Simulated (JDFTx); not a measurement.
**CaSe: 7 runs along one coordinate**

System: CaSe (2 atoms in the cell).
Method: Kohn-Sham DFT of a periodic cell, LDA, PseudoDojo-SR-LDA-0.4.1-standard, no spin polarisation (JDFTx 1.7.0 (patched build)).

The 7 runs differ only in the geometry, by an even scaling of the cell at fixed fractional positions. The structure derives from an entry of the Crystallography Open Database.

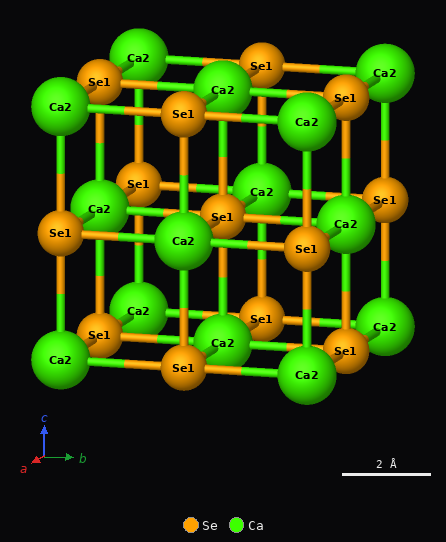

Figure 1. The structure of run 4 (ball-and-stick view of the cell 4 times as large as that of the calculation, set on its symmetry axes, seen slightly off an axis; atoms are numbered from 1 in the order of the input). An atom can appear more than once, as a periodic image.

## Input of run 4
```
lattice \
    0.0000000000     5.5860304244     5.5860304244 \
    5.5860304244     0.0000000000     5.5860304244 \
    5.5860304244     5.5860304244     0.0000000000
coords-type Cartesian
ion Se     5.5860304244     5.5860304244     5.5860304244 1
ion Ca     0.0000000000     0.0000000000     0.0000000000 1

ion-species pseudo/Se.upf
ion-species pseudo/Ca.upf
elec-cutoff 43 344
elec-ex-corr lda-PW
kpoint-folding 8 8 8
elec-smearing Fermi 0.0018374661
elec-n-bands 19
electronic-SCF nIterations 100 energyDiffThreshold 1e-09
electronic-minimize nIterations 30 energyDiffThreshold 1e-7
forces-output-coords Cartesian

dump-name run.$VAR
dump End Ecomponents EigStats BandEigs Kpoints Forces Stress
```

Command:
```bash
jdftx -c 1 -i CaSe.in -o CaSe.out
```

Run 2 differs from it as follows:
```diff
-    0.0000000000     5.5860304244     5.5860304244 \
-    5.5860304244     0.0000000000     5.5860304244 \
-    5.5860304244     5.5860304244     0.0000000000
+    0.0000000000     5.5105342721     5.5105342721 \
+    5.5105342721     0.0000000000     5.5105342721 \
+    5.5105342721     5.5105342721     0.0000000000
-ion Se     5.5860304244     5.5860304244     5.5860304244 1
+ion Se     5.5105342721     5.5105342721     5.5105342721 1
```

## Results, with one run withheld

| run | volume per atom (Å³) | free energy per atom, from the lowest run given (meV) | pressure (GPa) | gap on the mesh (eV) |
| --- | --- | --- | --- | --- |
| 1 | 24.280 | 0.00 | −0.06 | 1.71 |
| 2 | 24.796 | ? | ? | ? |
| 3 | 25.313 | 7.60 | −2.24 | 1.83 |
| 4 | 25.829 | 16.31 | −3.16 | 1.88 |
| 5 | 26.346 | 27.84 | −3.99 | 1.92 |
| 6 | 26.863 | 41.91 | −4.73 | 1.96 |
| 7 | 27.379 | 58.24 | −5.39 | 2.00 |

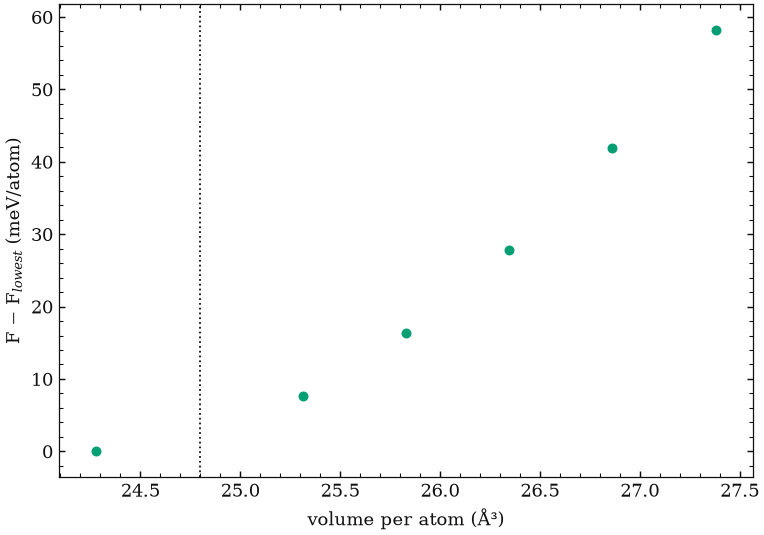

Figure 2. Free energy per atom of the runs given; the dotted line marks run 2.

Estimate the energy of run 2 from the others.

A cubic polynomial in V^(−2/3) (the Birch–Murnaghan form), fitted to the 6 runs given, misses them by at most 0.01 meV per atom. With x = V^(−2/3) − 0.11404 Å⁻², it reads F = 19.107 − 7211.4 x + 6.7835e+05 x² + 3.623e+05 x³ (meV per atom). At run 2 it gives 2.04 meV per atom, and the run itself gives 2.04. The slope of the fit gives a pressure −dF/dV of −1.20 GPa there, and the run prints −1.21 GPa. The fit has no minimum inside this range. The gap on the mesh goes, without turning, from 1.71 eV in run 1 to 2.00 eV in run 7; run 2 has 1.77 eV. These are gaps of this functional on this mesh, which can miss the band edges; they aren't the measured gap.

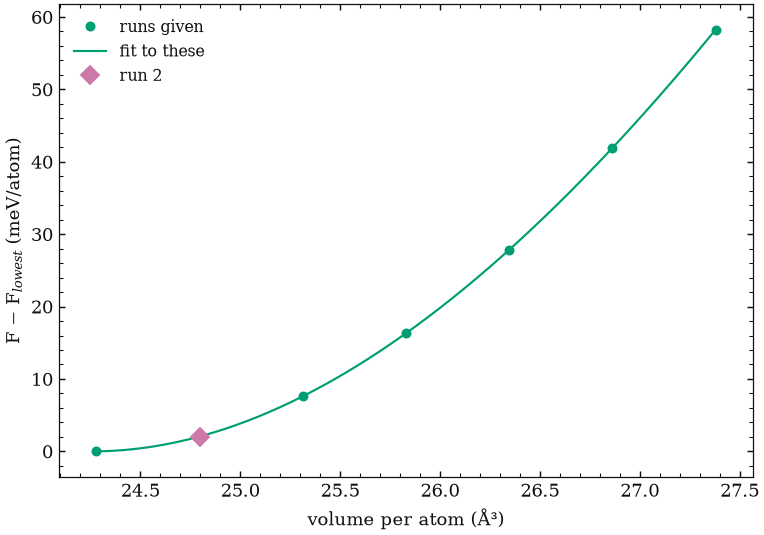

Figure 3. The fit and the withheld run.

## Some lines of the output (run 2)
```
[...]
unit cell volume = 334.666
     Etot =     -148.7360457126318352
        F =     -148.7360457126489166
	HOMO-LUMO gap: +0.065140
	Optical gap  : +0.101183 at state 20 ( [ +0.000000 +0.500000 +0.500000 ] spin 0 )
```
